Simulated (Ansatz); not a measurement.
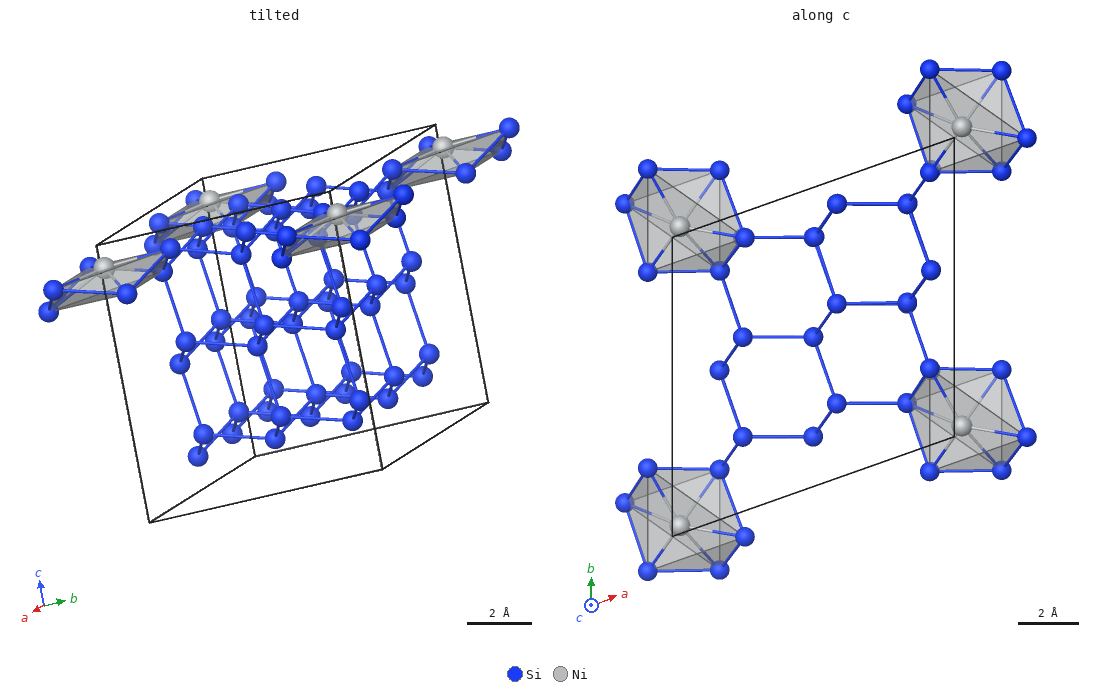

The figure gives a polyhedral picture of the atoms, viewed slightly off an axis and along the c axis. Thin lines show the simulation cell, with boundary atoms drawn in all their periodic places. Some atoms of the next cells are drawn as well. Cell: a = 11.604 Å, b = 11.604 Å, c = 11.604 Å, α = 60.00°, β = 60.00°, γ = 60.00°.

What is this?

Its composition is Si$_{54}$Ni. The lattice is rhombohedral (trigonal R) and the space group R3m (No. 160). One cell contains 54 Si, 1 Ni, 55 atoms in all. Coordination numbers (contacts within bonding distance): Si 4 to 5 (mean 4.1) and Ni 6.

Starting structure: a structure listed in the Materials Project, repeated into a supercell with a point defect put in. The cell was then strained or its atoms displaced on purpose. A calculation with Ansatz used it as input.
